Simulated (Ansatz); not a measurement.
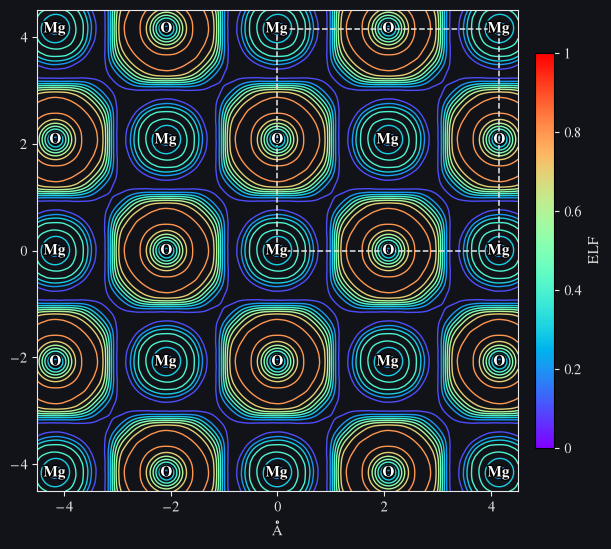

Figure 1: MgO. Electron localisation function on the (010) plane of the conventional cell.

Space group Fm-3m.

Level of theory: Ansatz 0.2.0, DFT LDA, scalar-relativistic, plane waves, PAW.

Core electrons are frozen (PAW), and the valence fields are smoothed inside the atomic spheres.

```yaml
crystal:
  lattice:
    - [4.15921, 0.00000, 0.00000]
    - [0.00000, 4.15921, 0.00000]
    - [0.00000, 0.00000, 4.15921]
  atoms:
    - { symbol: Mg, position: [0.00000, 0.00000, 0.00000] }
    - { symbol: Mg, position: [0.50000, 0.50000, 0.00000] }
    - { symbol: Mg, position: [0.50000, 0.00000, 0.50000] }
    - { symbol: Mg, position: [0.00000, 0.50000, 0.50000] }
    - { symbol: O, position: [0.50000, 0.00000, 0.00000] }
    - { symbol: O, position: [0.00000, 0.50000, 0.00000] }
    - { symbol: O, position: [0.00000, 0.00000, 0.50000] }
    - { symbol: O, position: [0.50000, 0.50000, 0.50000] }
```

Interpret the plot.

The plane passes through Mg and O nuclei.
Mg–O (2.08 Å): the ELF peaks at about 0.85 in the valence shell of O, 0.6 Å from its nucleus, and is about 0.35 at the midpoint (a largely ionic contact).

Metal or insulator at this level of theory?

It is gapped, with a Kohn–Sham gap of 5.0 eV on the k-point mesh, an upper bound to the gap of this method.
